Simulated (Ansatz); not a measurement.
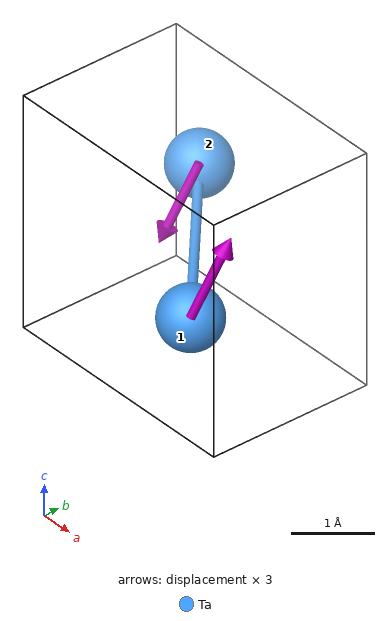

This is a relaxation of solid Ta (set up in P-1). The starting structure is drawn; purple arrows show the displacements, 3 times their true length.

A ball-and-stick model of the cell of the calculation, reduced to other axes, seen slightly off an axis. Lengths and directions refer to the drawn axes.

Computed with Ansatz, DFT PBEsol, scalar-relativistic, plane waves, PAW. Settings: plane-wave cutoff 420 eV; k-point mesh 12 × 12 × 8; occupations gaussian; smearing width 0.15 eV; no spin polarisation; atoms relaxed in a fixed cell; force threshold 0.01 eV/Å; at most 80 steps.

Describe the change and its energy.

The largest moves, 0.39 Å, are those of Ta1 and Ta2. Ta1 goes along [1 0 2]. The lattice vectors keep their values. Among the contacts that change: Ta1–Ta2 3.046 → 3.553 Å, Ta1–Ta2 (another image) 3.080 → 3.553 Å, Ta1–Ta2 (another image) 3.056 → 2.921 Å, Ta1–Ta2 (another image) 3.027 → 2.922 Å. Within 0.06 Å the space group is P2_1/m at the start and Fmmm at the end; at a tighter tolerance small leftover displacements or strains of the cell lower it. Over 4 accepted moves (6 points after the start) the energy falls by 0.288 eV per cell of the calculation. The largest force component goes from 0.25 to 0.0096 eV/Å. The line search rejected the trial step at point 1 of the run. 1 step only repeated the SCF at the same geometry. The run took 44 s on 2 threads of Intel(R) Xeon(R) Platinum 8488C (Sapphire Rapids), with other jobs on the host, peak memory 0.65 GiB.
